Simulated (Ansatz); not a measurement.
## Electronic structure of SiGe₅ in real space

```
Si Ge
1.0
     3.02562    0.00000    0.00000
    -1.51281    2.62026    0.00000
     0.00000    0.00000   14.34184
Si Ge
1 5
Direct
  0.00000 0.00000 0.50000
  0.33333 0.66667 0.83589
  0.66667 0.33333 0.65076
  0.33333 0.66667 0.34924
  0.66667 0.33333 0.16411
  0.00000 0.00000 0.00000
```

Space group P-3m1; a structure generated by program, which may or may not match a known phase.

Theory: Ansatz, DFT PBE, scalar-relativistic, plane waves, PAW.

Core electrons are frozen (PAW), and the valence fields are smoothed inside the atomic spheres.

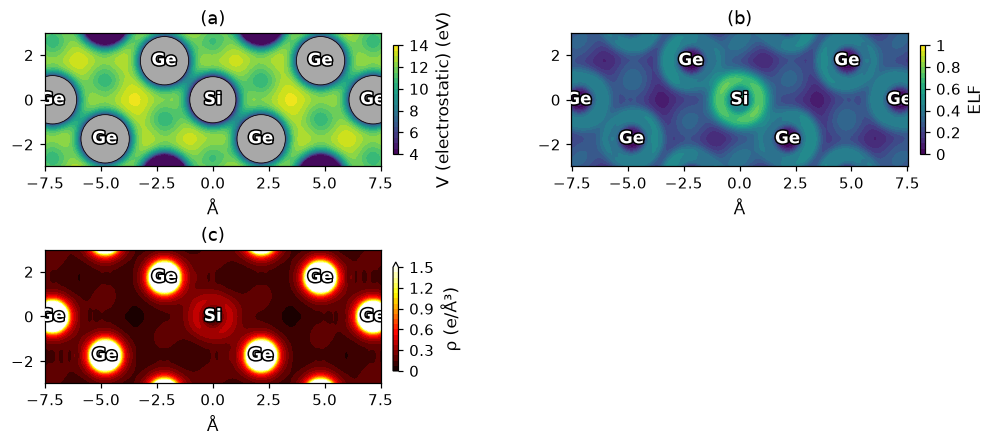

Figure 1. (a) electrostatic potential energy of an electron; (b) electron localisation function; (c) valence pseudo-density on the (110) plane of the conventional cell. Grey discs cover the atomic cores in the potential map.

### What do the fields say about this system?

The plane passes through Si and Ge nuclei.
Si–Ge (2.78 Å): ρ at the midpoint is about 0.26 e/Å³; the ELF peaks at about 0.75 in the valence shell of Si, 0.9 Å from its nucleus, and is about 0.50 at the midpoint.
Between the atoms the lowest density in this plane is 0.06 e/Å³.
Outside the cores the potential energy rises away from the atoms and is highest about 2.2 Å from the nearest atoms; its zero is arbitrary.

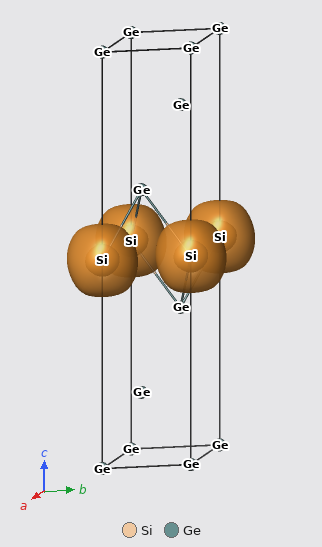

Figure 2. Isosurface of the ELF at 0.55 (orange), seen slightly off an axis. Only the valence region is drawn (cores and ρ < 0.01 e/Å³ removed). Sticks mark near contacts.

### Where are the electrons localised?

The surface consists of one region wrapped around Si (its valence shell) and one small core shell on Si, counted in one cell of 6 atoms. Any copies at cell faces, edges or corners count once.

### Does the calculation make it a metal, or give it a gap?

It is metallic or semimetallic at this level of theory: no gap opens.
